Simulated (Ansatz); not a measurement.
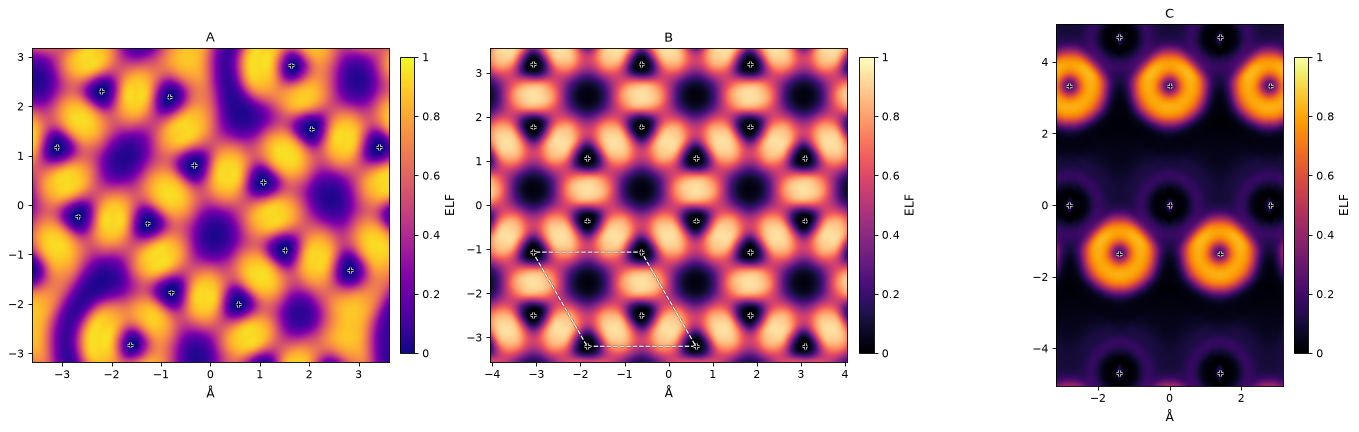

The ELF of 3 systems, each on a plane through atoms (crosses mark nuclei in the plane).

Level of theory: DFT PBE, scalar-relativistic, plane waves, PAW in Ansatz.

System 1: C, the (001) plane of the conventional cell. Space group P6₃/mmc; a structure from a database of computed crystals, not necessarily the ambient phase.

```yaml
crystal:
  lattice:
    - [2.46653, 0.00000, 0.00000]
    - [-1.23327, 2.13608, 0.00000]
    - [0.00000, 0.00000, 8.46545]
  atoms:
    - { symbol: C, position: [0.00000, 0.00000, 0.25000] }
    - { symbol: C, position: [0.00000, 0.00000, 0.75000] }
    - { symbol: C, position: [0.33333, 0.66667, 0.25000] }
    - { symbol: C, position: [0.66667, 0.33333, 0.75000] }
```

System 2: Ga₂O₃, the (001) plane of the conventional cell. Space group Cmcm; a structure from a database of computed crystals, not necessarily the ambient phase.

```
CELL_PARAMETERS angstrom
2.81512 0.00000 0.00000
0.00000 9.38508 0.00000
0.00000 0.00000 7.31415
ATOMIC_POSITIONS crystal
Ga 0.00000 0.75266 0.25000
Ga 0.50000 0.25266 0.25000
Ga 0.00000 0.24734 0.75000
Ga 0.50000 0.74734 0.75000
Ga 0.00000 0.00000 0.50000
Ga 0.50000 0.50000 0.50000
Ga 0.00000 0.00000 0.00000
Ga 0.50000 0.50000 0.00000
O 0.00000 0.63633 0.92463
O 0.50000 0.13633 0.92463
O 0.00000 0.36367 0.07537
O 0.50000 0.86367 0.07537
O 0.00000 0.36367 0.42463
O 0.50000 0.86367 0.42463
O 0.00000 0.63633 0.57537
O 0.50000 0.13633 0.57537
O 0.00000 0.89203 0.75000
O 0.50000 0.39203 0.75000
O 0.00000 0.10797 0.25000
O 0.50000 0.60797 0.25000
```

System 3: C₂₆N (cell with a defect), the (001) plane of the calculation cell. Computed without spin polarisation.

```yaml
crystal:
  lattice:
    - [4.93307, -4.27216, 0.00000]
    - [-6.16633, -2.13608, 0.00000]
    - [0.00000, 0.00000, -8.46545]
  atoms:
    - { symbol: N, position: [0.77629, 0.80616, 0.75000] }
    - { symbol: C, position: [0.14228, 0.71446, 0.75000] }
    - { symbol: C, position: [0.72622, 0.57944, 0.75000] }
    - { symbol: C, position: [0.29592, 0.44851, 0.75000] }
    - { symbol: C, position: [0.84434, 0.26542, 0.75000] }
    - { symbol: C, position: [0.42591, 0.14495, 0.75000] }
    - { symbol: C, position: [0.99835, 0.99294, 0.75000] }
    - { symbol: C, position: [0.57130, 0.85674, 0.25000] }
    - { symbol: C, position: [0.14276, 0.71390, 0.25000] }
    - { symbol: C, position: [0.71413, 0.57103, 0.25000] }
    - { symbol: C, position: [0.28563, 0.42821, 0.25000] }
    - { symbol: C, position: [0.85701, 0.28529, 0.25000] }
    - { symbol: C, position: [0.42844, 0.14241, 0.25000] }
    - { symbol: C, position: [0.99983, 0.99961, 0.25000] }
    - { symbol: C, position: [0.34312, 0.69415, 0.75000] }
    - { symbol: C, position: [0.90304, 0.51375, 0.75000] }
    - { symbol: C, position: [0.48079, 0.38956, 0.75000] }
    - { symbol: C, position: [0.04815, 0.24042, 0.75000] }
    - { symbol: C, position: [0.59308, 0.07264, 0.75000] }
    - { symbol: C, position: [0.18628, 0.95271, 0.75000] }
    - { symbol: C, position: [0.52368, 0.61870, 0.25000] }
    - { symbol: C, position: [0.09511, 0.47579, 0.25000] }
    - { symbol: C, position: [0.66652, 0.33293, 0.25000] }
    - { symbol: C, position: [0.23797, 0.19009, 0.25000] }
    - { symbol: C, position: [0.80934, 0.04719, 0.25000] }
    - { symbol: C, position: [0.38085, 0.90435, 0.25000] }
    - { symbol: C, position: [0.95224, 0.76151, 0.25000] }
```

Which map belongs to which system?

Panel A is system 3, C₂₆N: the plane holds N and C. C–N (1.35 Å): the ELF peaks at about 0.90 between the atoms. Panel B is system 1, C: the plane holds C. C–C (1.42 Å): the ELF peaks at about 0.95 between the atoms. Panel C is system 2, Ga₂O₃: the plane holds Ga and O. Ga–O (1.96 Å): the ELF peaks at about 0.85 in the valence shell of O, 0.6 Å from its nucleus, and is about 0.35 at the midpoint.
